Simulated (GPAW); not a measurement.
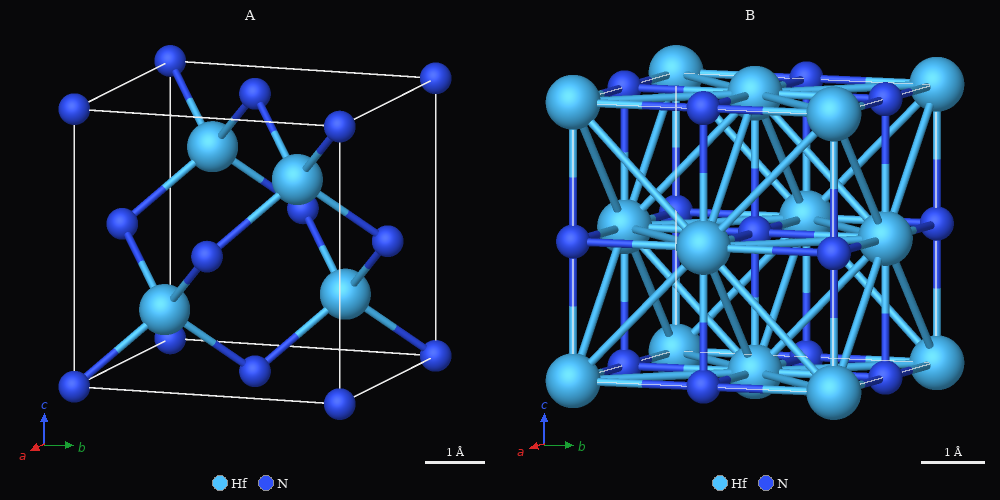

Two structures of HfN, each relaxed (cell and atoms) at zero pressure; conventional cells in solid outline, small ones repeated, each panel with its own scale. Alike in all runs: GPAW 26.7.0; functional PBEsol; dispersion D4; potentials PAW data sets generated in the run's folder for this functional; cutoff 800 eV; occupations fermi-dirac, width 0.05 eV; no spin polarisation; no spin-orbit coupling. The k meshes have like spacings.

> Name the structure in each panel.

A: zinc blende type, F-43m; B: rock salt (NaCl type), Fm-3m.

> Which of these is lowest in energy, and how far above it do the others lie?

B, then A (+392 meV/atom), static energies at zero smearing.

> Collect the results in a table.

| panel | space group | E − E(lowest) (meV/atom) | volume (Å³/atom) |
| --- | --- | --- | --- |
| B | Fm-3m | 0 | 11.3 |
| A | F-43m | 392 | 14.3 |

The starts are database entries or structure types tried for this composition, and the most stable form need not be among them.

Caveat: later steps reuse the first step's grids; spin-orbit coupling is left out, which matters for Hf, if less for volumes and forces than for levels.
